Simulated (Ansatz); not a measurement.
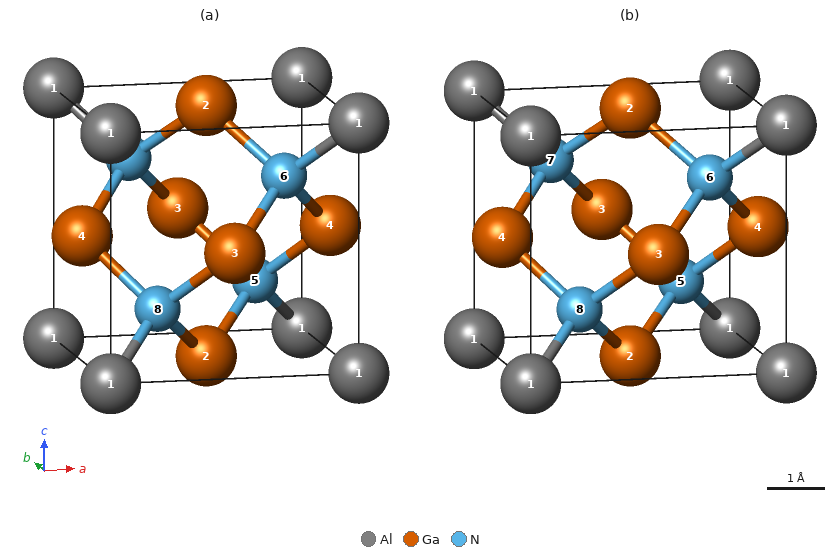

Left: a crystal of AlGa3N4 (set up in P-43m). Right: the same structure after one change, at the same scale. Style: ball-and-stick. Shown: the cell of the calculation, slightly off an axis.

The calculation used DFT PBEsol, scalar-relativistic, plane waves, PAW in Ansatz. Set-up: plane-wave cutoff 420 eV; k-point mesh 6 × 6 × 6; occupations gaussian; smearing width 0.02 eV; no spin polarisation.

What was changed?

Uniaxial strain along a, +3.0 %, is applied. The b and c axes and the atoms are relaxed.

What does the change do?

The volume changes by +0.9 %, with a 4.468 → 4.602 Å (+3.0 %), b = c 4.468 → 4.422 Å (−1.0 %). The atoms keep their places relative to the cell (all moves are under 0.005 Å). Some distances before and after: Ga–N 1.948 → 1.954 Å, Al–N 1.896 → 1.902 Å. The space group (tolerance 0.01 Å) goes from P-43m (No. 215) to P-42m (No. 111). It costs 5.5 meV per atom. Pressure: 0.0 GPa before, −1.8 GPa after. The principal stresses (compression positive) are −5.5 GPa along a and none across it.
